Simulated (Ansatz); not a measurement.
Ge

Input

```
crystal:
  lattice:
    - [4.0587905273, 2.3433438035, 3.7262734132]
    - [-4.0587905273, 2.3433438035, 3.7262734132]
    - [0.0, -4.686687607, 3.7262734132]
  atoms:
    - { symbol: Ge, position: [0.7427343355, 0.7989894291, 0.4377633684] }
    - { symbol: Ge, position: [0.4377633684, 0.7427343355, 0.7989894291] }
    - { symbol: Ge, position: [0.7989894291, 0.4377633684, 0.7427343355] }
    - { symbol: Ge, position: [0.5622366316, 0.2010105709, 0.2572656645] }
    - { symbol: Ge, position: [0.2010105709, 0.2572656645, 0.5622366316] }
    - { symbol: Ge, position: [0.2572656645, 0.5622366316, 0.2010105709] }
    - { symbol: Ge, position: [0.1553372111, 0.8446627889, 0.5] }
    - { symbol: Ge, position: [0.5, 0.1553372111, 0.8446627889] }
    - { symbol: Ge, position: [0.8446627889, 0.5, 0.1553372111] }
basis:
  ecutwfc: 420
kpoints:
  mp_grid: { grid: [6, 6, 6] }
  band_path:
    path:
      - [[0.0, 0.0, 0.0], [0.5, 0.5, 0.5], [0.56968118, 0.43031882, 0.5]]
      - [[0.5, -0.43031882, 0.43031882], [0.5, 0.0, 0.0], [0.0, 0.0, 0.0], [0.46515941, -0.46515941, 0.0]]
      - [[0.53484059, 0.0, 0.46515941], [0.5, 0.0, 0.5], [0.0, 0.0, 0.0]]
    npoints: 14
hamiltonian:
  xc: pbe
scf:
  occupations: { method: gaussian, width: 0.1 }
  n_extra_bands: 22
output:
  forces: true
  stress: true
  eigenvalues: true
  populations: true
  dos: { projected: true, de: 0.02, nscf_kmesh: { grid: [8, 8, 8] } }
  bader: true
  write_density: true
  write_potential: true
  elf: true
  volumetric_format: npy
```

Run with:

```sh
ansatz run input.yaml --threads 1 --pin off --max-ram 2560MiB --backend cpu --events-out ev --progress --plain --runs-dir out
```

Below, planes, directions and counts refer to the conventional cell (a = 8.12 Å, b = 8.12 Å, c = 11.18 Å, α = 90.00°, β = 90.00°, γ = 120.00°).

Space group R32; a structure generated by program, which may or may not match a known phase.

All numbers below come from DFT PBE, scalar-relativistic, plane waves, PAW in Ansatz 0.2.0.

Question: Predict the valence pseudo-density and electron localisation function between the atoms.

Answer: Ge–Ge (2.73 Å): ρ at the midpoint is about 0.29 e/Å³; the ELF reaches about 0.55 near the midpoint.

Question: Does the calculation give a band gap?

Answer: It is metallic or semimetallic at this level of theory: no gap opens.

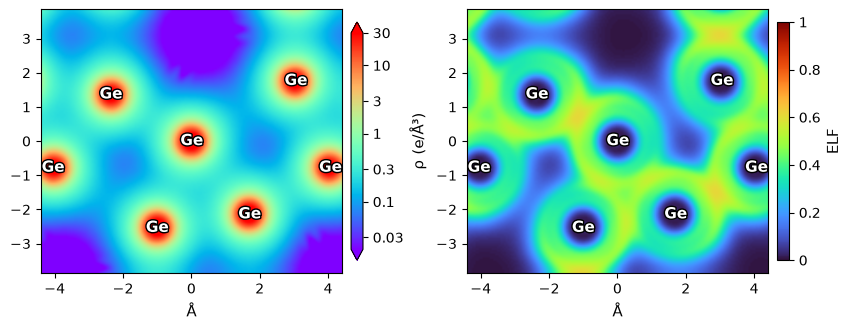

Computed valence pseudo-density and electron localisation function on the (001) plane of the conventional cell, in this order. 

The density is the valence pseudo-density of a PAW calculation; it isn't the true density close to the nuclei.
